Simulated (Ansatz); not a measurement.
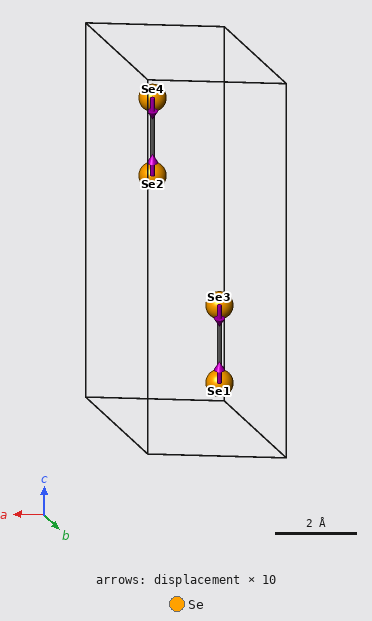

A relaxation of solid Se (built on the O_194 type). The starting structure is drawn; purple arrows show the displacements (the part carried along by the change of the cell is left out), magnified 10 times.

A ball-and-stick model of the cell of the calculation, seen from a free direction.

Case: O type (P6_3/mmc, No. 194).

Theory: DFT PBE, scalar-relativistic, plane waves, PAW in Ansatz.

Input
```yaml
crystal:
  lattice:
    - [3.4665206236, 0.0, 0.0]
    - [-1.7332603118, 3.0020949228, 0.0]
    - [0.0, 0.0, 10.5127570059]
  atoms:
    - { symbol: Se, position: [0.3333333333, 0.6666666667, 0.1462028309] }
    - { symbol: Se, position: [0.6666666667, 0.3333333333, 0.6462028309] }
    - { symbol: Se, position: [0.3333333333, 0.6666666667, 0.3537971691] }
    - { symbol: Se, position: [0.6666666667, 0.3333333333, 0.8537971691] }
basis:
  ecutwfc: 420
kpoints:
  mp_grid: { grid: [15, 15, 6] }
hamiltonian:
  xc: pbe
scf:
  occupations: { method: gaussian, width: 0.1 }
output:
  forces: true
  stress: true
  eigenvalues: true
relax:
  adjacent_minimum: "off"
  f_tol: 0.01
  max_steps: 80
  cell: { stress_tol: 0.05 }
```

Q: What did the optimiser do to the structure, and how much energy did it gain?

A: The energy falls by 3.5 meV per atom in 4 accepted moves (5 points after the start). The largest force component goes from 0.049 to 0.00057 eV/Å. The pressure goes from 0.00 to 0.01 GPa. At 1 point the geometry stayed and the basis and grid were re-selected for the new cell (energy shift of 0.1 meV per atom at most each time). The largest moves relative to the cell, 0.061 Å, are those of Se1, Se2, Se3 and Se4. Se1 goes along +c. Cell: a = b 3.467 → 3.448 Å (−0.5 %), c 10.513 → 11.074 Å (+5.3 %). Volume +4.2 %. Among the contacts that change: Se1–Se3 2.182 → 2.177 Å. The space group stays P6_3/mmc (No. 194). The run took of the order of 50 core-seconds on a shared host.
